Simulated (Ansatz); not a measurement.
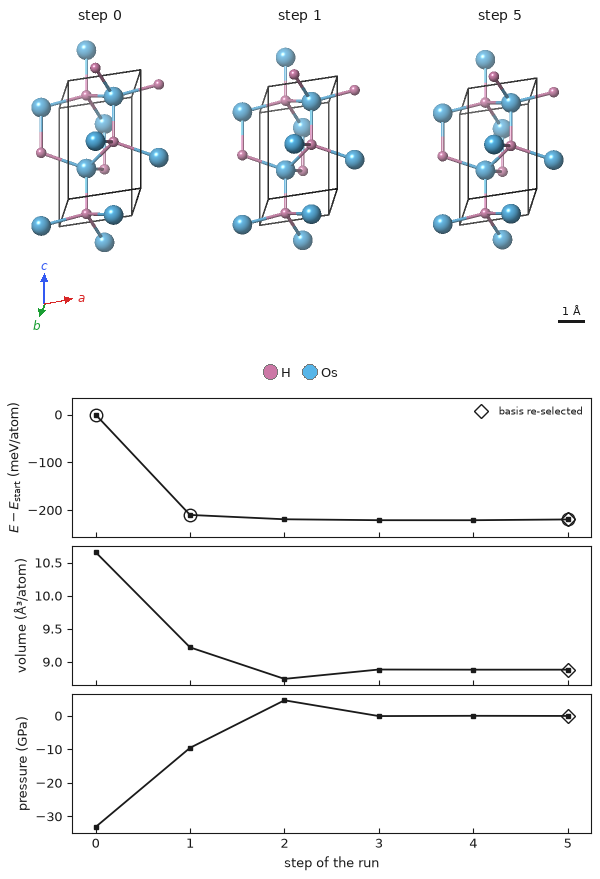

Frames of a relaxation of a crystal of HOs (built on the wurtzite_186 type) (coarse preliminary run), marked on the history of the run. A ball-and-stick model of the cell of the calculation, seen from a free direction.

Case: wurtzite type (P6_3mc, No. 186).

Theory: DFT PBE, scalar-relativistic, plane waves, PAW (Ansatz 0.2.0). (plane-wave cutoff 420 eV; k-point mesh 6 × 6 × 4; occupations gaussian; smearing width 0.1 eV; no spin polarisation; cell and atoms relaxed; force threshold 0.04 eV/Å; at most 70 steps)

> What happens along the run?

After 4 accepted moves (5 points after the start) the energy has fallen by 219 meV per atom. Largest force component: 0.014 eV/Å at the start, 0.00035 eV/Å at the end. The pressure goes from −33.14 to −0.03 GPa. At 1 point the geometry stayed and the basis and grid were re-selected for the new cell (energy shift of 1.6 meV per atom at most each time). The largest moves relative to the cell, 0.011 Å, are those of H and Os atoms. By element the largest moves are H 0.011 Å, Os 0.011 Å. The volume changes by −16.7 %, with a = b 3.133 → 2.957 Å (−5.6 %), c 5.017 → 4.692 Å (−6.5 %). Near-neighbour distances that change, for instance: H–Os 1.903 → 1.788 Å, H–Os 1.917 → 1.816 Å. The space group stays P6_3mc (No. 186). Cost: 9.3 s on 1 thread of Arm Neoverse V2, on a shared host, peak memory 0.3 GiB. From step 0 to 1: volume −13.5 %, energy −210 meV per atom. From step 1 to 5: volume −3.7 %, energy −9.5 meV per atom.
